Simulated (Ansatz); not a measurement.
**Run report: ZrO$_{2}$, geometry relaxation (part 2 of 2)**

Continued. System: ZrO$_{2}$ (3 atoms in the cell). Method: DFT PBE+D3(BJ), scalar-relativistic, plane waves, PAW, no spin polarisation (Ansatz 0.2.0); cutoff 420 eV, 8×8×8 k-mesh, Gaussian smearing of 0.02 eV. The structure derives from an entry of the Crystallography Open Database.

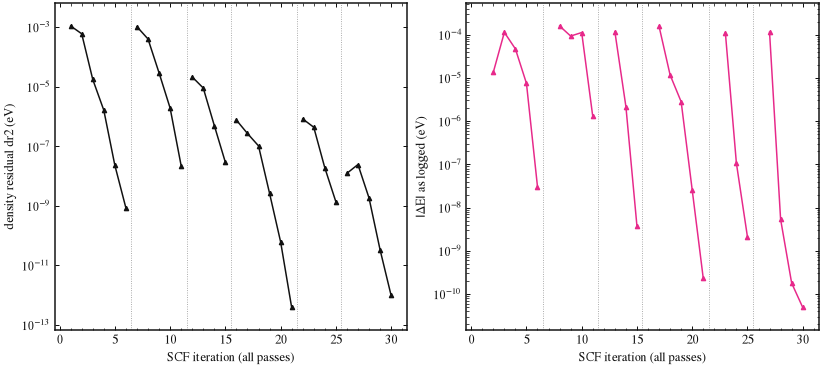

*Convergence of the self-consistent field: density residual dr2 and size of the energy change against the SCF iteration. The dotted lines part the SCF passes of the relaxation: geometry steps, rejected trials and re-solves on a re-selected basis.*

The 6 passes take 4 to 6 iterations each, 30 in all.

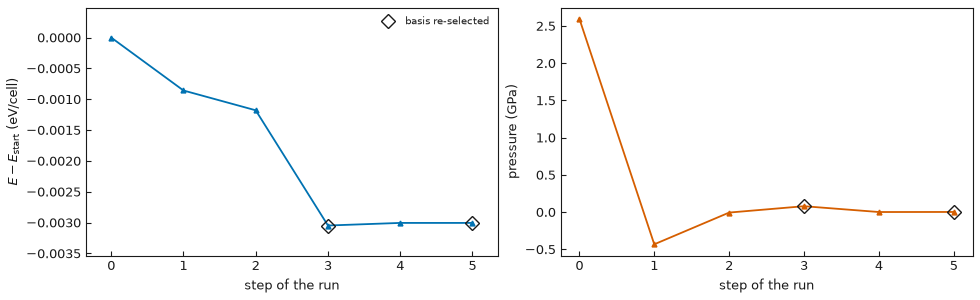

*Progress of the relaxation, step by step (the first geometry is step 0 here and step 1 in the log).*

Over 3 geometry steps the energy falls by 3.0 meV per cell of the calculation. All forces vanish by symmetry, so only the cell relaxes. Pressure: 2.60 GPa at the start and 0.00 GPa at the end. The basis was re-selected once at an unchanged geometry, which shifts the energy a little without any move. No atom moves by more than 0.005 Å relative to the cell. The energy change given includes the shifts at the re-selections in mid-walk, which come without any move. A last SCF at the same geometry on a re-selected plane-wave basis shifts the energy by next to nothing (0.0 meV per cell of the calculation).

```
basis re-selected at this cell: Δ(F+E_penalty+E_count) = -4.220e-10 eV, ΔP = +0.001 GPa vs the last step (what re-selecting the basis moved, of the pressure what is left beyond the Pulay correction that the steps carried, after the strain that the cell walked since its last selection, with what the two solves' SCF thresholds leave and, on support functions, any second-order correction that the steps lacked; it is no measure of the basis error at this ecutwfc). This SCF's stress stands 2.31e-3 GPa from its target on what of the cell is left free (relax.cell.stress_tol is 5.00e-2 GPa) and its largest allowed force component is 4.53e-18 eV/Å (relax.f_tol is 5.00e-3 eV/Å): within both
SCF converged after 5 iterations
Free energy (F): -5324.615834 eV
Harris-Foulkes:  -5324.615834 eV  (|F-HF|=1.82e-12)
Internal energy: -5324.615834 eV  (E = F + TS)
E sigma→0 (E₀):  -5324.615834 eV
Fermi energy:    13.857670 eV
--- Per-component energies (eV) ---
  E_band       = -60.275332
  E_kinetic    = 688.127373
  E_local      = -1138.915569  (includes V_loc(G=0)·N_el)
  E_nonlocal   = 171.155856
  E_hartree    = 376.221388
  E_xc         = -312.165935
  E_vxc        = -383.120544  (∫ρ·V_xc dr)
  E_paw        = -3268.862525  (= ΣΔE_a)
  E_vpaw       = -149.970283  (= ΣTr[D̂ρ^β])
  E_aug_tail   = 0.005025  (compensation charges beyond the density's cutoff)
  E_ewald      = -1839.379004
  E_disp       = -0.802443  (pairwise vdW)
  E_smearing   = -0.000000  (= −TS)
  E_closure    = 0.000000  (closes the sum)
  Σ components = -5324.615834   (vs F -5324.615834, Δ=0.00e0)
--- Forces (eV/Å), atoms counted from 1 ---
  atom   1  Zr     0.00000000    -0.00000000     0.00000000
  atom   2  O     -0.00000000     0.00000000    -0.00000000
  atom   3  O     -0.00000000     0.00000000     0.00000000
  max |Σ_I F_I| component: 2.89e-18 eV/Å
--- Stress (GPa, compression-positive) ---
        0.002307       0.000000      -0.000000
       -0.000000       0.002307       0.000000
       -0.000000       0.000000       0.002307
  P = ⅓ Tr σ = 0.0023 GPa (0.023 kbar)
--- Band table (eV; the first three rows and the last of 29) ---
  k-point 0: bands = ["-35.8984", "-13.7180", "-13.7180", "-13.7180", "-6.0289", "-3.4629", "6.9366", "6.9366", "6.9366", "11.6424", "11.6424", "11.6424", "15.5396", "15.5396", "18.7672", "21.5568"]
  k-point 1: bands = ["-35.8915", "-13.8304", "-13.7284", "-13.7284", "-5.8108", "-3.6194", "7.0874", "7.0874", "7.3562", "11.2754", "11.3641", "11.3641", "15.8246", "15.8246", "19.2347", "21.0419"]
  k-point 2: bands = ["-35.8748", "-14.0836", "-13.7535", "-13.7535", "-5.3422", "-3.8989", "7.4571", "7.4571", "8.3452", "10.5426", "10.8753", "10.8753", "16.2344", "16.2344", "19.0110", "20.9036"]
  k-point 28: bands = ["-35.8353", "-14.1899", "-14.1899", "-13.8976", "-4.2733", "-4.2733", "7.4305", "7.5146", "9.7967", "9.7967", "10.7966", "11.9738", "16.6268", "16.7653", "18.4767", "18.4767"]
--- Relaxed structure (4 steps of the walk, 4 accepted, 2 SCFs on fresh bases) ---
  F+E_penalty+E_count = -5324.61583385 eV   max|allowed force component| = 4.530e-18 eV/Å   (the final SCF, on the basis selected at the relaxed cell)
  cell:  # Å, volume = 32.9208 Å³
    - [-2.7387624676813793e-34, 2.543782178235082, 2.543782178235082]
    - [2.543782178235082, 1.0190744065791179e-34, 2.543782178235082]
    - [2.543782178235082, 2.543782178235082, -1.8789184371302487e-34]
  atoms:
    - { symbol: Zr, position: [1.7397110300677274e-34, -1.4506677117195778e-34, -1.2862273097873223e-34] }
    - { symbol: O, position: [0.25, 0.25, 0.25] }
    - { symbol: O, position: [0.7500000000000001, 0.7500000000000001, 0.7500000000000001] }
```

**Trajectory as extended XYZ (Å, eV, eV/Å), 6 frames, from step=1 to step=6**
```
3
Lattice="0.0000 2.5350 2.5350 2.5350 0.0000 2.5350 2.5350 2.5350 0.0000" Properties=species:S:1:pos:R:3:forces:R:3 step=1 energy=-5324.61283 pressure_GPa=2.60
Zr    0.0000    0.0000    0.0000    0.0000   0.0000   0.0000
O     1.2675    1.2675    1.2675    0.0000   0.0000   0.0000
O     3.8025    3.8025    3.8025    0.0000   0.0000   0.0000
3
Lattice="0.0000 2.5449 2.5449 2.5449 0.0000 2.5449 2.5449 2.5449 0.0000" Properties=species:S:1:pos:R:3:forces:R:3 step=2 energy=-5324.61369 pressure_GPa=-0.43
Zr    0.0000    0.0000    0.0000    0.0000   0.0000   0.0000
O     1.2725    1.2725    1.2725    0.0000   0.0000   0.0000
O     3.8174    3.8174    3.8174    0.0000   0.0000   0.0000
3
Lattice="0.0000 2.5435 2.5435 2.5435 0.0000 2.5435 2.5435 2.5435 0.0000" Properties=species:S:1:pos:R:3:forces:R:3 step=3 energy=-5324.61401 pressure_GPa=-0.01
Zr    0.0000    0.0000    0.0000    0.0000   0.0000   0.0000
O     1.2718    1.2718    1.2718    0.0000   0.0000   0.0000
O     3.8153    3.8153    3.8153    0.0000   0.0000   0.0000
3
Lattice="0.0000 2.5435 2.5435 2.5435 0.0000 2.5435 2.5435 2.5435 0.0000" Properties=species:S:1:pos:R:3:forces:R:3 step=4 energy=-5324.61588 pressure_GPa=0.08
Zr    0.0000    0.0000    0.0000    0.0000   0.0000   0.0000
O     1.2718    1.2718    1.2718    0.0000   0.0000   0.0000
O     3.8153    3.8153    3.8153    0.0000   0.0000   0.0000
3
Lattice="0.0000 2.5438 2.5438 2.5438 0.0000 2.5438 2.5438 2.5438 0.0000" Properties=species:S:1:pos:R:3:forces:R:3 step=5 energy=-5324.61583 pressure_GPa=0.00
Zr    0.0000    0.0000    0.0000    0.0000   0.0000   0.0000
O     1.2719    1.2719    1.2719    0.0000   0.0000   0.0000
O     3.8157    3.8157    3.8157    0.0000   0.0000   0.0000
3
Lattice="0.0000 2.5438 2.5438 2.5438 0.0000 2.5438 2.5438 2.5438 0.0000" Properties=species:S:1:pos:R:3:forces:R:3 step=6 energy=-5324.61583 pressure_GPa=0.00
Zr    0.0000    0.0000    0.0000    0.0000   0.0000   0.0000
O     1.2719    1.2719    1.2719    0.0000   0.0000   0.0000
O     3.8157    3.8157    3.8157    0.0000   0.0000   0.0000
```

The run was set up as follows.

**The input**
```yaml
crystal:
  lattice:
    - [0.0, 2.535, 2.535]
    - [2.535, 0.0, 2.535]
    - [2.535, 2.535, 0.0]
  atoms:
    - { symbol: Zr, position: [0.0, 0.0, 0.0] }
    - { symbol: O, position: [0.25, 0.25, 0.25] }
    - { symbol: O, position: [0.75, 0.75, 0.75] }
basis:
  ecutwfc: 420
kpoints:
  mp_grid: { grid: [8, 8, 8] }
hamiltonian:
  xc: pbe
  dispersion: d3bj
scf:
  occupations: { method: gaussian, width: 0.02 }
output:
  forces: true
  stress: true
  eigenvalues: true
relax:
  adjacent_minimum: "off"
  f_tol: 0.005
  max_steps: 80
  cell: { stress_tol: 0.05 }
```

Launch command:
```bash
ansatz run input.yaml --threads 8 --pin off --max-ram 20480MiB --backend cpu --events-out ev --progress --plain --runs-dir out
```

**Key numbers**

| quantity | value |
| --- | --- |
| outcome | converged |
| space group (tolerance 0.01 Å) | Fm-3m (225) |
| electrons treated | 24 |
| free energy | −5324.6158 eV |
| Fermi energy | 13.858 eV |
| gap on the k-point mesh | 3.36 eV |
| pressure | 0.00 GPa |
| final volume | 32.92 Å³ |
| largest force (length of the vector) at the end | under 0.001 eV/Å |
| final cell | a = 3.597 Å, b = 3.597 Å, c = 3.597 Å, α = 60.00°, β = 60.00°, γ = 60.00° |
| hardware | 8 threads of Intel Xeon (Granite Rapids), 32 GiB of memory available, shared host |
| wall time | 0.97 s (CPU time 4.2 s) |
| peak memory | 0.37 GiB |
